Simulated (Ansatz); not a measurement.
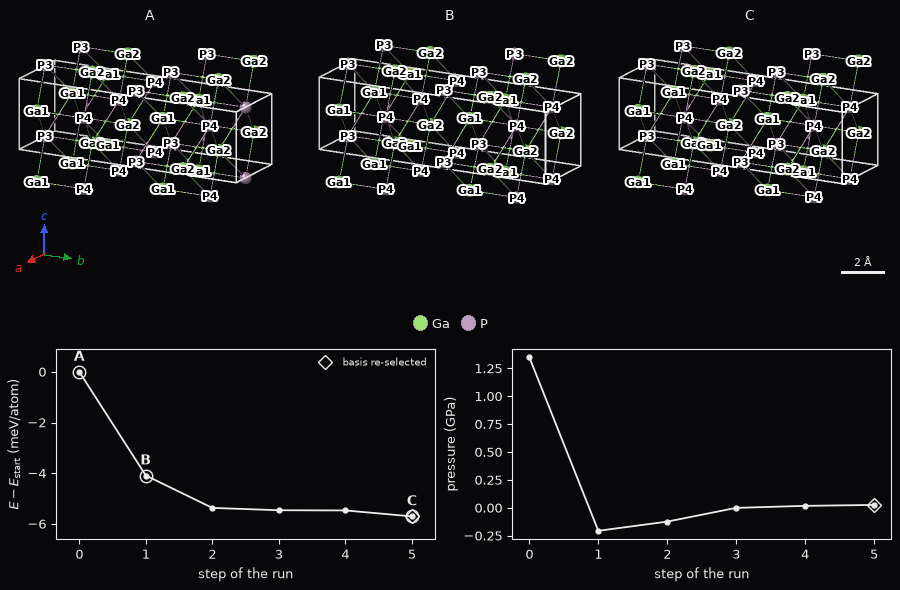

Frames of a relaxation of crystalline GaP (built on the TlCl-63 type type), marked on the history of the run. A ball-and-stick model of the conventional cell (2 times the calculation's cell), seen from a free direction. Lengths and directions refer to the drawn axes.

All numbers below come from DFT, r2SCAN+rVV10, plane waves, PAW (Ansatz). Set-up: plane-wave cutoff 500 eV; k-point mesh 8 × 8 × 8; occupations fermi dirac; smearing width 0.03 eV; no spin polarisation; cell and atoms relaxed; force threshold 0.01 eV/Å; at most 120 steps.

> Describe the path.

The largest moves relative to the cell, 0.069 Å, are those of P3 and P4. P4 goes along −b. Largest moves by element: P 0.069 Å, Ga 0.028 Å. The drawn cell changes as follows: a 3.482 → 3.489 Å (+0.2 %), b 11.595 → 11.924 Å (+2.8 %), c 3.458 → 3.501 Å (+1.2 %); the volume changes by +4.3 %. Among the contacts that change: Ga1–P4 2.518 → 2.492 Å, Ga1–P3 2.504 → 2.516 Å. The space group stays Cmcm (No. 63). The energy falls by 5.7 meV per atom in 4 accepted moves (5 points after the start). The largest force component goes from 0.17 to 0.0027 eV/Å. The pressure goes from 1.35 to 0.03 GPa. At 1 point the geometry stayed and the basis and grid were re-selected for the new cell (energy shift of 0.2 meV per atom at most each time). Cost: 71 s on 2 threads of AMD EPYC 7R13 Processor (Zen 3) (shared host), peak memory 1.1 GiB. From step 0 to 1: P atoms move most (0.10 Å), volume +5.8 %, energy −4.1 meV per atom. From step 1 to 5: P atoms move most (0.03 Å), volume −1.4 %, energy −1.6 meV per atom.
